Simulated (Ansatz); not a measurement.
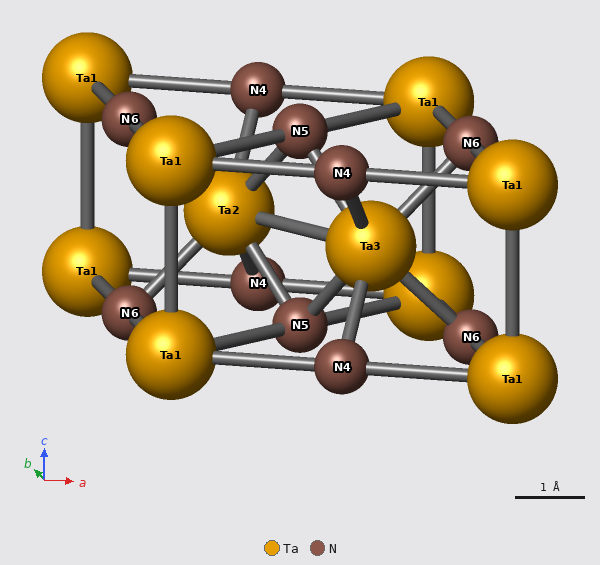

**Figure 1.** The input geometry of run A (ball-and-stick view of the cell of the calculation, seen slightly off an axis; atoms are numbered from 1 in the order of the input). An atom can appear more than once, as a periodic image.

## From TaN to TaAs

System: TaN (6 atoms in the cell).
Method of run A: DFT PBEsol, scalar-relativistic, plane waves, PAW, no spin polarisation (Ansatz 0.2.0).
System of run B: TaAs (P6/mmm, 6 atoms in the cell).

On run A: The structure derives from an entry of the Crystallography Open Database. On run B: The structure was made by swapping elements on the sites of another compound; it need not be a known phase. It belongs to a series of runs on one base structure; here: N -> As on all its sites, cell and atoms relaxed. Text and figures count atoms from 1; the logs count them from 0 in places.

### Input file, run A
```yaml
crystal:
  lattice:
    - [5.1849992558, 0.0, 0.0]
    - [-2.5924996279, 4.4903410741, 0.0]
    - [0.0, 0.0, 2.908]
  atoms:
    - { symbol: Ta, position: [0.0, 0.0, 0.0] }
    - { symbol: Ta, position: [0.3333333333, 0.6666666667, 0.5] }
    - { symbol: Ta, position: [0.6666666667, 0.3333333333, 0.5] }
    - { symbol: "N", position: [0.5, 0.0, 0.0] }
    - { symbol: "N", position: [0.5, 0.5, 0.0] }
    - { symbol: "N", position: [0.0, 0.5, 0.0] }
basis:
  ecutwfc: 420
kpoints:
  mp_grid: { grid: [6, 6, 6] }
hamiltonian:
  xc: pbesol
scf:
  occupations: { method: gaussian, width: 0.1 }
output:
  forces: true
  stress: true
  eigenvalues: true
```

Launched with:
```bash
ansatz run input.yaml --threads 1 --pin off --max-ram 2560MiB --backend cpu --events-out ev --progress --plain --runs-dir out
```

Hardware: 1 thread of Intel Xeon @ 2.50GHz (Skylake/Cascade Lake), 192 GiB of memory available, shared host.

### Output, shortened to warnings, some set-up lines, iterations and results (run A)
```
Basis set: ecut = 420 eV, 1287 PW (Γ), exchange–correlation on 72×72×40 points (8 copies of the dense FFT grid, shifted against one another)
Symmetry: 24 space group operations
k-points: 28 of 216
Initial density: superposition of atomic densities (neutral atoms: chi_scale 0, normalization atom), corrected by the library's trained network
[...]
SCF iter   1: F=—  HF=-30560.247324 eV  |F-HF|=—  |Δ(HF+E_count)|=         —  Δρ=1.29e-2  dr2=1.40e-1  ethr=1.77e-3  ⟨swp⟩=5.2  Hψ=3740  notcnv=0
SCF iter   2: F=—  HF=-30560.222986 eV  |F-HF|=—  |Δ(HF+E_count)|=   2.43e-2  Δρ=4.55e-3  dr2=9.54e-3  ethr=2.59e-4  ⟨swp⟩=2.0  Hψ=1352  notcnv=0  defer=10
SCF iter   3: F=—  HF=-30560.221164 eV  |F-HF|=—  |Δ(HF+E_count)|=   1.82e-3  Δρ=2.48e-3  dr2=2.98e-3  ethr=1.77e-5  ⟨swp⟩=2.3  Hψ=1214  notcnv=0  defer=10
SCF iter   4: F=—  HF=-30560.220471 eV  |F-HF|=—  |Δ(HF+E_count)|=   6.93e-4  Δρ=3.81e-4  dr2=8.76e-5  ethr=5.51e-6  ⟨swp⟩=2.3  Hψ=1444  notcnv=0  defer=10
SCF iter   5: F=—  HF=-30560.220500 eV  |F-HF|=—  |Δ(HF+E_count)|=   2.89e-5  Δρ=1.22e-4  dr2=7.00e-6  ethr=1.62e-7  ⟨swp⟩=2.0  Hψ=1304  notcnv=0  defer=10
SCF iter   6: F=—  HF=-30560.220499 eV  |F-HF|=—  |Δ(HF+E_count)|=   7.49e-7  Δρ=2.23e-5  dr2=2.48e-7  ethr=1.30e-8  ⟨swp⟩=2.4  Hψ=1334  notcnv=0  defer=10
SCF iter   7: F=-30560.220499 eV  HF=-30560.220499 eV  |F-HF|=2.80e-10  |Δ(HF+E_count)|=   2.71e-8  Δρ=2.26e-6  dr2=2.00e-9  ethr=1.85e-10  ⟨swp⟩=9.4  Hψ=3850  notcnv=0
SCF 1 converged in 7 iterations: F = -30560.220499 eV  dr2 = 2.00e-9
SCF converged after 7 iterations
Free energy (F): -30560.220499 eV
Harris-Foulkes:  -30560.220499 eV  (|F-HF|=2.80e-10)
Internal energy: -30560.216359 eV  (E = F + TS)
E sigma→0 (E₀):  -30560.218429 eV
Entropy (-TS):   -0.004141 eV (-0.690 meV/atom)
Fermi energy:    19.509208 eV
--- Per-component energies (eV) ---
  E_band       = -219.262818
  E_kinetic    = 1498.164894
  E_local      = -2067.951541  (includes V_loc(G=0)·N_el)
  E_nonlocal   = 188.963137
  E_hartree    = 705.010907
  E_xc         = -832.814160
  E_vxc        = -843.825523  (∫ρ·V_xc dr)
  E_paw        = -25186.114717  (= ΣΔE_a)
  E_vpaw       = -404.636826  (= ΣTr[D̂ρ^β])
  E_aug_tail   = 0.000845  (compensation charges beyond the density's cutoff)
  E_ewald      = -4866.200960
  E_core_change = 0.725236  (= ΣΔE_core)
  E_smearing   = -0.004141  (= −TS)
  E_closure    = 0.000000  (closes the sum)
  Σ components = -30560.220499   (vs F -30560.220499, Δ=0.00e0)
--- Forces (eV/Å), atoms counted from 1 ---
  atom   1  Ta    -0.00000000     0.00000000     0.00000000
  atom   2  Ta     0.00000000    -0.00000000    -0.00000000
  atom   3  Ta     0.00000000     0.00000000     0.00000000
  atom   4  N     -0.00000000    -0.00000000    -0.00000000
  atom   5  N      0.00000000     0.00000000    -0.00000000
  atom   6  N      0.00000000     0.00000000     0.00000000
  max |Σ_I F_I| component: 1.85e-17 eV/Å
--- Stress (GPa, compression-positive) ---
        2.879089       0.000000       0.000000
       -0.000000       2.879089       0.000000
        0.000000       0.000000       0.107630
  P = ⅓ Tr σ = 1.9553 GPa (19.553 kbar)
```

The input of run B differs as follows (lines with − go, lines with + come):
```diff
-    - [5.1849992558, 0.0, 0.0]
-    - [-2.5924996279, 4.4903410741, 0.0]
-    - [0.0, 0.0, 2.908]
+    - [5.8813030914, 0.0, 0.0]
+    - [-2.9406515457, 5.0933578845, 0.0]
+    - [0.0, 0.0, 3.2808038677]
-    - { symbol: "N", position: [0.5, 0.0, 0.0] }
-    - { symbol: "N", position: [0.5, 0.5, 0.0] }
-    - { symbol: "N", position: [0.0, 0.5, 0.0] }
+    - { symbol: As, position: [0.5, 0.0, 0.0] }
+    - { symbol: As, position: [0.5, 0.5, 0.0] }
+    - { symbol: As, position: [0.0, 0.5, 0.0] }
```

How does run B compare with run A?

The total energies belong to different systems, so their difference says nothing on which is more stable or more accurate. The pressure goes from 1.96 to 38.46 GPa. The volume per atom goes from 11.28 to 16.38 Å³. The number of SCF iterations is the same. The plane waves at Γ go from 1287 to 1907. On the same kind of shared host run B took about 1.8 times as long.

### Output, shortened to warnings, some set-up lines, iterations and results (run B)
```
Basis set: ecut = 420 eV, 1907 PW (Γ), exchange–correlation on 80×80×48 points (8 copies of the dense FFT grid, shifted against one another)
Symmetry: 24 space group operations
k-points: 28 of 216
Initial density: superposition of atomic densities (neutral atoms: chi_scale 0, normalization atom), corrected by the library's trained network
[...]
SCF iter   1: F=—  HF=-43853.078688 eV  |F-HF|=—  |Δ(HF+E_count)|=         —  Δρ=8.19e-3  dr2=1.11e-1  ethr=1.77e-3  ⟨swp⟩=5.9  Hψ=5708  notcnv=0
SCF iter   2: F=—  HF=-43853.062173 eV  |F-HF|=—  |Δ(HF+E_count)|=   1.65e-2  Δρ=4.72e-3  dr2=3.72e-2  ethr=1.33e-4  ⟨swp⟩=1.0  Hψ=1652  notcnv=0
SCF iter   3: F=—  HF=-43853.053411 eV  |F-HF|=—  |Δ(HF+E_count)|=   8.76e-3  Δρ=6.11e-4  dr2=5.63e-4  ethr=4.43e-5  ⟨swp⟩=2.0  Hψ=1785  notcnv=0
SCF iter   4: F=—  HF=-43853.053054 eV  |F-HF|=—  |Δ(HF+E_count)|=   3.57e-4  Δρ=3.45e-4  dr2=1.44e-4  ethr=6.71e-7  ⟨swp⟩=2.0  Hψ=2452  notcnv=0
SCF iter   5: F=—  HF=-43853.052999 eV  |F-HF|=—  |Δ(HF+E_count)|=   5.46e-5  Δρ=1.06e-4  dr2=1.50e-5  ethr=1.71e-7  ⟨swp⟩=2.0  Hψ=2460  notcnv=0
SCF iter   6: F=—  HF=-43853.052984 eV  |F-HF|=—  |Δ(HF+E_count)|=   1.52e-5  Δρ=2.45e-5  dr2=8.84e-7  ethr=1.78e-8  ⟨swp⟩=2.0  Hψ=1594  notcnv=0  defer=1
SCF iter   7: F=-43853.052984 eV  HF=-43853.052984 eV  |F-HF|=1.28e-8  |Δ(HF+E_count)|=   1.65e-7  Δρ=5.19e-6  dr2=3.26e-8  ethr=1.19e-10  ⟨swp⟩=9.5  Hψ=5724  notcnv=0
SCF 1 converged in 7 iterations: F = -43853.052984 eV  dr2 = 3.26e-8
SCF converged after 7 iterations
Free energy (F): -43853.052984 eV
Harris-Foulkes:  -43853.052984 eV  (|F-HF|=1.28e-8)
Internal energy: -43853.031815 eV  (E = F + TS)
E sigma→0 (E₀):  -43853.042399 eV
Entropy (-TS):   -0.021169 eV (-3.528 meV/atom)
Fermi energy:    18.471727 eV
--- Per-component energies (eV) ---
  E_band       = -747.211351
  E_kinetic    = 1448.187617
  E_local      = -6739.761771  (includes V_loc(G=0)·N_el)
  E_nonlocal   = -1946.116526
  E_hartree    = 3507.866210
  E_xc         = -901.722276
  E_vxc        = -868.325693  (∫ρ·V_xc dr)
  E_paw        = -30200.798620  (= ΣΔE_a)
  E_vpaw       = 343.077760  (= ΣTr[D̂ρ^β])
  E_aug_tail   = 0.000468  (compensation charges beyond the density's cutoff)
  E_ewald      = -9024.227142
  E_core_change = 3.540225  (= ΣΔE_core)
  E_smearing   = -0.021169  (= −TS)
  E_closure    = -0.000000  (closes the sum)
  Σ components = -43853.052984   (vs F -43853.052984, Δ=0.00e0)
--- Forces (eV/Å), atoms counted from 1 ---
  atom   1  Ta    -0.00000000    -0.00000000     0.00000000
  atom   2  Ta    -0.00000000    -0.00000000     0.00000000
  atom   3  Ta    -0.00000000     0.00000000     0.00000000
  atom   4  As     0.00000000     0.00000000     0.00000000
  atom   5  As     0.00000000     0.00000000     0.00000000
  atom   6  As     0.00000000    -0.00000000     0.00000000
  max |Σ_I F_I| component: 6.48e-17 eV/Å
--- Stress (GPa, compression-positive) ---
       31.768762       0.000000       0.000000
       -0.000000      31.768762       0.000000
        0.000000       0.000000      51.850104
  P = ⅓ Tr σ = 38.4625 GPa (384.625 kbar)
```

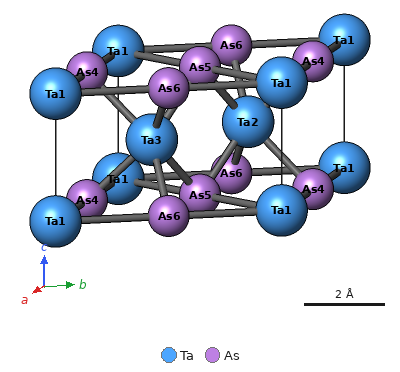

**Figure 2.** The input structure of run B (ball-and-stick view of the cell of the calculation, seen slightly off an axis; atoms are numbered from 1 in the order of the input). An atom can appear more than once, as a periodic image.

### The two runs side by side

| quantity | run A | run B |
| --- | --- | --- |
| outcome | converged | converged |
| free energy per atom (eV) | −5093.3701 | −7308.8422 |
| energy per atom, smearing taken to zero (eV) | −5093.3697 | −7308.8404 |
| gap on the mesh (eV) | 0.00 | 0.00 |
| pressure (GPa) | 1.96 | 38.46 |
| volume per atom (Å³) | 11.28 | 16.38 |
| largest force (eV/Å) | 0.000 | 0.000 |
| SCF iterations | 7 | 7 |
| irreducible k-points | 28 | 28 |
| plane waves at Γ | 1287 | 1907 |
| wall time (shared host) | 4.5 s | 8.2 s |

For both runs: Spin–orbit coupling is left out, which matters for Ta. For run B: The cell is under a pressure of 38 GPa at this level, so it is not at its equilibrium volume.
